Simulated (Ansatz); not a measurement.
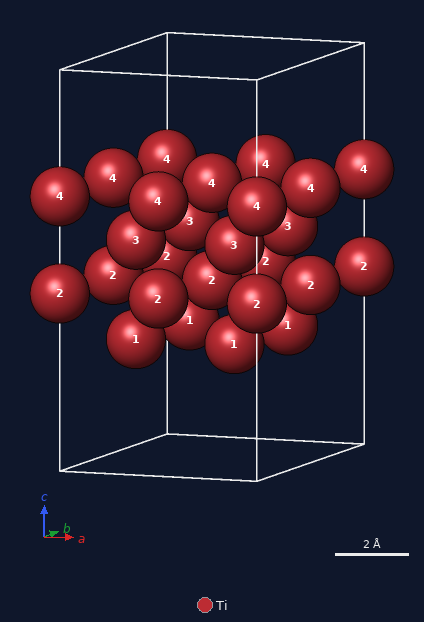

The input geometry (spheres-only view of the 2 × 2 repeat of the cell, with the vacuum cut short, seen slightly off an axis; atoms are numbered from 1 in the order of the input). An atom can appear more than once, as a periodic image.

**Run report: Ti, single-point calculation**

System: Ti (slab, 4 atoms in the cell).
Method: DFT PBE, scalar-relativistic, plane waves, PAW, PAW set soft_1, no spin polarisation (Ansatz 0.2.0).

The structure derives from an entry of the Crystallography Open Database. Figures and captions count atoms from 1; the log counts them from 0 in places.

**Input**
```yaml
crystal:
  lattice:
    - [2.9075446938, 0.0, 0.0]
    - [0.0, 4.1118891392, 0.0]
    - [0.0, 0.0, 19.6535692687]
  atoms:
    - { symbol: Ti, position: [0.5, 0.5, 0.2035253722] }
    - { symbol: Ti, position: [0.0, 0.0, 0.2774952616] }
    - { symbol: Ti, position: [0.5, 0.5, 0.3439484703] }
    - { symbol: Ti, position: [0.0, 0.0, 0.414864555] }
basis:
  ecutwfc: 420
kpoints:
  mp_grid: { grid: [9, 7, 1] }
hamiltonian:
  xc: pbe
  pseudopotentials: { kind: paw, azcp: { folder: soft_1 } }
scf:
  occupations: { method: gaussian, width: 0.1 }
output:
  forces: true
  eigenvalues: true
efield:
  axis: 3
  dipole_correction: true
  ramp_width: 0.04
```

Launch command:
```bash
ansatz run input.yaml --threads 1 --pin off --max-ram 3072MiB --backend cpu --events-out ev --progress --plain --runs-dir out
```

**Output**
```
Engine: ansatz 0.2.0, aarch64-unknown-linux-gnu
Pseudopotentials: kind: paw
Pseudopotential: Ti, paw, valence charge 12, recommended cutoff 420 eV (normal), [file]
Functional definition: PBE
  parameter kappa = 0.804
  parameter beta = 0.06672455060314922
  exchange = pbe_x(kappa = kappa, mu = beta*pi^2/3)
  correlation = pbe_c(beta = beta)
Crystal: 4 atoms, lattice volume = 234.968 Å³
Basis set: ecut = 420 eV, 4573 PW (Γ), exchange–correlation on 40×60×270 points (8 copies of the dense FFT grid, shifted against one another)
Bands: 29, of which v1, the nominal top of the filled ones, is band 24 counted from 1 (23 counted from 0)
Symmetry: 4 space group operations
Space group: Pmm2 (ITA 25), of the structure as read, at distance tolerance 6.2e-5 Å
k-points: 20 of 63
Non-local potential: Ti, projectors of the file, l = 0: 3, l = 1: 2, l = 2: 3, l = 3: 1
PAW form: soft (Blöchl's): semilocal exchange-correlation on the pseudo side does not see the compensation charge
PAW one-centre angular grid: Ti, 590 points (default); XC on 64 Gauss nodes
Initial density: superposition of atomic densities (neutral atoms: chi_scale 0, normalization atom)
Initial wavefunctions: pseudopotential atomic-orbital guess
Functional: x = pbe(κ = 0.804, μ = 0.2195149727645171), c = pbe(β = 0.06672455060314922)
SCF iter   1: F=—  HF=-10000.792066 eV  |F-HF|=—  |Δ(HF+E_count)|=         —  Δρ=5.72e-2  dr2=5.00e1  ethr=3.10e-3  p=0.000 e·Å  D=8.90e-7 V/Å  ΔV_dip=-0.00 eV  dr2_dipole=1.85e-1  V_vac-E_F(+/−)=7.77/7.77 eV  ⟨swp⟩=9.4  Hψ=2905  notcnv=0
efield: sawtooth ramp at fractional position 0.7892 (placed from the atoms, in the widest stretch of the axis that holds none; the zero of the levels goes with the place), width 0.0400; the density the first Hamiltonian is built on has a dipole p = 0.000 e·Å; the dipole correction subtracts the counter field D = 8.90e-7 V/Å, which shifts the + side's vacuum level by -0.00 eV against the − side's; the planar-averaged density in the ramp window peaks in size at 2.2e-6 e/Å³
preconditioner: auto → LDOS  [metal: Δε(μ)=0.017 eV  Ē_g=2.634 eV  σ=0.100 eV  W_gap=0.09  n_scr=30 (ndim 8)  ℏωp=9.7 eV  f_vac=0.573  D(μ)=6.84/eV (n_scr^D=46)  β→1.0]
SCF iter   2: F=—  HF=-9998.933995 eV  |F-HF|=—  |Δ(HF+E_count)|=    1.86e0  Δρ=5.71e-2  dr2=5.88e1  ethr=3.10e-3  p=0.027 e·Å  D=2.06e-2 V/Å  ΔV_dip=-0.41 eV  dr2_dipole=6.95e-3  V_vac-E_F(+/−)=0.75/1.15 eV  ⟨swp⟩=7.3  Hψ=2363  notcnv=0  defer=3
SCF iter   3: F=—  HF=-9995.601872 eV  |F-HF|=—  |Δ(HF+E_count)|=    3.33e0  Δρ=1.24e-2  dr2=3.42e-1  ethr=3.10e-3  p=0.010 e·Å  D=7.78e-3 V/Å  ΔV_dip=-0.15 eV  dr2_dipole=1.11e-3  V_vac-E_F(+/−)=3.68/3.83 eV  ⟨swp⟩=5.0  Hψ=1656  notcnv=0  defer=5
SCF iter   4: F=—  HF=-9995.618483 eV  |F-HF|=—  |Δ(HF+E_count)|=   1.66e-2  Δρ=4.55e-3  dr2=5.64e-2  ethr=7.13e-4  p=0.002 e·Å  D=1.85e-3 V/Å  ΔV_dip=-0.04 eV  dr2_dipole=2.79e-5  V_vac-E_F(+/−)=3.39/3.43 eV  ⟨swp⟩=4.6  Hψ=1385  notcnv=0  defer=5
SCF iter   5: F=—  HF=-9995.623491 eV  |F-HF|=—  |Δ(HF+E_count)|=   5.01e-3  Δρ=1.67e-3  dr2=5.08e-3  ethr=1.17e-4  p=0.002 e·Å  D=1.61e-3 V/Å  ΔV_dip=-0.03 eV  dr2_dipole=6.41e-5  V_vac-E_F(+/−)=3.25/3.29 eV  ⟨swp⟩=2.4  Hψ=1083  notcnv=0  defer=3
SCF iter   6: F=—  HF=-9995.626901 eV  |F-HF|=—  |Δ(HF+E_count)|=   3.41e-3  Δρ=8.06e-4  dr2=5.53e-3  ethr=1.06e-5  p=0.001 e·Å  D=9.41e-4 V/Å  ΔV_dip=-0.02 eV  dr2_dipole=5.16e-6  V_vac-E_F(+/−)=3.23/3.25 eV  ⟨swp⟩=2.5  Hψ=921  notcnv=0  defer=3
SCF iter   7: F=—  HF=-9995.627256 eV  |F-HF|=—  |Δ(HF+E_count)|=   3.54e-4  Δρ=3.38e-4  dr2=1.35e-3  ethr=1.06e-5  p=0.001 e·Å  D=5.72e-4 V/Å  ΔV_dip=-0.01 eV  dr2_dipole=1.20e-11  V_vac-E_F(+/−)=3.25/3.26 eV  ⟨swp⟩=1.1  Hψ=587  notcnv=0  defer=3
SCF iter   8: F=—  HF=-9995.627293 eV  |F-HF|=—  |Δ(HF+E_count)|=   3.71e-5  Δρ=1.46e-4  dr2=3.78e-4  ethr=2.81e-6  p=0.000 e·Å  D=1.50e-4 V/Å  ΔV_dip=-0.00 eV  dr2_dipole=4.02e-9  V_vac-E_F(+/−)=3.28/3.28 eV  ⟨swp⟩=1.8  Hψ=622  notcnv=0  defer=3
SCF iter   9: F=—  HF=-9995.627279 eV  |F-HF|=—  |Δ(HF+E_count)|=   1.40e-5  Δρ=6.80e-5  dr2=5.98e-5  ethr=7.87e-7  p=-0.000 e·Å  D=-2.54e-4 V/Å  ΔV_dip=0.00 eV  dr2_dipole=6.96e-8  V_vac-E_F(+/−)=3.31/3.30 eV  ⟨swp⟩=2.0  Hψ=681  notcnv=0  defer=3
SCF iter  10: F=—  HF=-9995.627323 eV  |F-HF|=—  |Δ(HF+E_count)|=   4.42e-5  Δρ=2.62e-5  dr2=2.78e-6  ethr=1.25e-7  p=-0.001 e·Å  D=-3.90e-4 V/Å  ΔV_dip=0.01 eV  dr2_dipole=2.85e-9  V_vac-E_F(+/−)=3.32/3.31 eV  ⟨swp⟩=2.0  Hψ=715  notcnv=0  defer=3
SCF iter  11: F=—  HF=-9995.627324 eV  |F-HF|=—  |Δ(HF+E_count)|=   5.30e-7  Δρ=1.24e-5  dr2=7.10e-7  ethr=5.79e-9  p=-0.001 e·Å  D=-4.38e-4 V/Å  ΔV_dip=0.01 eV  dr2_dipole=7.87e-10  V_vac-E_F(+/−)=3.32/3.31 eV  ⟨swp⟩=2.5  Hψ=762  notcnv=0  defer=3
SCF iter  12: F=-9995.627324 eV  HF=-9995.627324 eV  |F-HF|=1.41e-8  |Δ(HF+E_count)|=   8.16e-8  Δρ=3.18e-6  dr2=3.28e-8  ethr=2.08e-10  p=-0.001 e·Å  D=-4.46e-4 V/Å  ΔV_dip=0.01 eV  dr2_dipole=4.10e-10  V_vac-E_F(+/−)=3.32/3.31 eV  ⟨swp⟩=12.1  Hψ=3305  notcnv=0
SCF 1 converged in 12 iterations: F = -9995.627324 eV  dr2 = 3.28e-8
  greatest PAW one-centre occupation: 0.999 electrons in one spin orbital (limit 2), on the Ti atom at site 2 (counted from 0), in its partial waves of l = 0
```

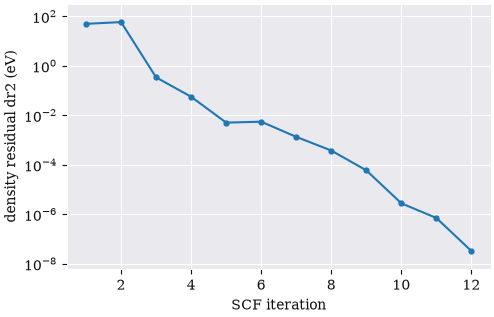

Convergence of the self-consistent field: density residual dr2 against the SCF iteration. The residual falls almost steadily, with no more than small rises.

```
SCF converged after 12 iterations
Free energy (F): -9995.627324 eV
Harris-Foulkes:  -9995.627324 eV  (|F-HF|=1.41e-8)
Internal energy: -9995.592910 eV  (E = F + TS)
E sigma→0 (E₀):  -9995.610117 eV
Entropy (-TS):   -0.034414 eV (-8.603 meV/atom)
Fermi energy:    1.676346 eV
Dipole field:    D = -0.000471 V/Å  (p = -0.000612 e·Å, saw-weighted, corrected)
Work function:   Φ+ = 3.3230 eV   Φ− = 3.3137 eV
Levels:          The Fermi level and band energies are counted from a zero that moves with the ramp; work functions are not
--- Per-component energies (eV) ---
  E_band       = -1187.789507
  E_kinetic    = 1121.931138
  E_local      = -33363.884014  (includes V_loc(G=0)·N_el)
  E_nonlocal   = 243.845939
  E_hartree    = 16042.153735
  E_xc         = -460.923602
  E_vxc        = -576.740698  (∫ρ·V_xc dr)
  E_paw        = -4169.635946  (= ΣΔE_a)
  E_vpaw       = -697.260854  (= ΣTr[D̂ρ^β])
  E_aug_tail   = -0.000318  (compensation charges beyond the density's cutoff)
  E_efield     = 0.000000  (sawtooth field / dipole correction)
  E_vefield    = 0.000340  (∫n·V_field dr)
  E_ewald      = 10590.920158
  E_smearing   = -0.034414  (= −TS)
  E_closure    = -0.000000  (closes the sum)
  Σ components = -9995.627324   (vs F -9995.627324, Δ=0.00e0)
--- Forces (eV/Å), atoms counted from 1 ---
  atom   1  Ti     0.00000000     0.00000000     0.32436758
  atom   2  Ti     0.00000000     0.00000000    -0.34500305
  atom   3  Ti     0.00000000     0.00000000     0.03384722
  atom   4  Ti     0.00000000     0.00000000    -0.01317437
  max |Σ_I F_I| component: 3.74e-5 eV/Å
--- Band table (eV; the first three rows and the last of 20) ---
  k-point 0: bands = ["-55.2872", "-55.2347", "-54.9210", "-54.8236", "-31.7227", "-31.6623", "-31.6323", "-31.5457", "-31.2871", "-31.2455", "-31.2370", "-31.2040", "-31.0403", "-30.9985", "-30.9088", "-30.8589", "-3.5820", "-1.7369", "-0.4495", "0.0102", "0.2949", "0.9191", "1.4051", "1.8161", "1.8807", "1.9356", "2.3089", "2.4398", "2.6158"]
  k-point 1: bands = ["-55.2862", "-55.2335", "-54.9174", "-54.8293", "-31.7362", "-31.6792", "-31.6123", "-31.5443", "-31.2845", "-31.2520", "-31.2428", "-31.1860", "-31.0241", "-30.9947", "-30.9241", "-30.8680", "-3.3763", "-1.6064", "-0.4211", "-0.0912", "0.3475", "0.9914", "1.4466", "1.5531", "1.9611", "2.2180", "2.4573", "2.5706", "2.6044"]
  k-point 2: bands = ["-55.2841", "-55.2308", "-54.9066", "-54.8448", "-31.7544", "-31.7140", "-31.5840", "-31.5390", "-31.2789", "-31.2602", "-31.2365", "-31.1655", "-30.9963", "-30.9821", "-30.9562", "-30.8927", "-2.7912", "-1.2630", "-0.5246", "-0.3049", "0.5205", "1.1734", "1.2961", "1.6523", "2.2607", "2.2865", "2.5763", "2.6103", "2.8176"]
  k-point 19: bands = ["-55.2430", "-55.1889", "-54.8436", "-54.8328", "-31.6750", "-31.6599", "-31.6511", "-31.6337", "-31.5597", "-31.5466", "-31.2946", "-31.2784", "-31.0993", "-31.0725", "-30.9863", "-30.9753", "-0.3565", "-0.1935", "0.3785", "0.4660", "0.9467", "0.9957", "1.4091", "1.4717", "2.0758", "2.1572", "2.4680", "2.5693", "2.8409"]
```

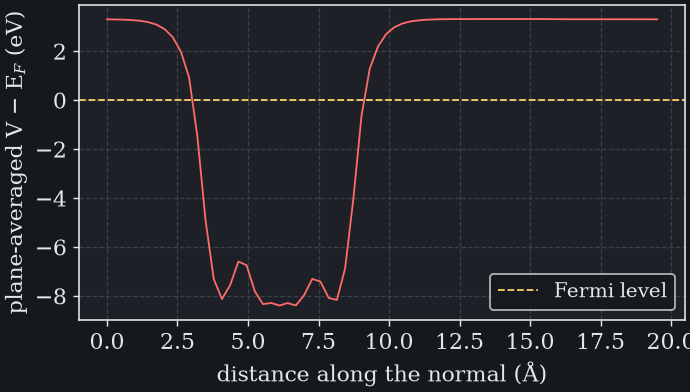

Plane average of the electrostatic potential energy of an electron across the cell, from the Fermi level. The vacuum level lies 3.32 eV above the Fermi level.

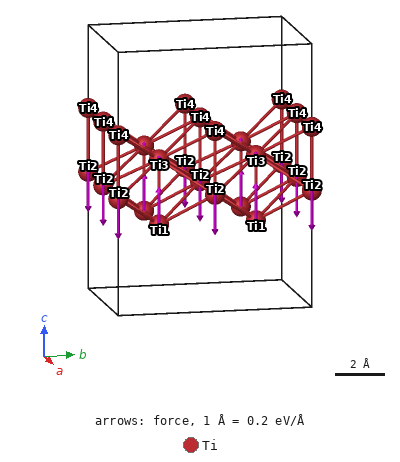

Forces on the atoms as pink arrows (ball-and-stick view of the 2 × 2 repeat of the cell, with the vacuum cut short, seen slightly off an axis; atoms are numbered from 1 in the order of the input); the smallest are left out. The largest act on Ti2 (0.35 eV/Å); Ti1 (0.32 eV/Å). The geometry is not a stationary point of this energy.

**Key numbers**

| quantity | value |
| --- | --- |
| outcome | converged |
| electrons treated | 48 |
| free energy | −9995.6273 eV |
| work function, top face | 3.32 eV |
| work function, bottom face | 3.31 eV |
| Fermi energy | 1.676 eV |
| gap on the k-point mesh | none (metallic) |
| work function (upper face) | 3.32 eV |
| largest force (length of the vector) | 0.345 eV/Å |
| hardware | 1 thread of Arm Neoverse V2, 24 GiB of memory available, shared host |
| wall time | 16 s |
| peak memory | 0.4 GiB |
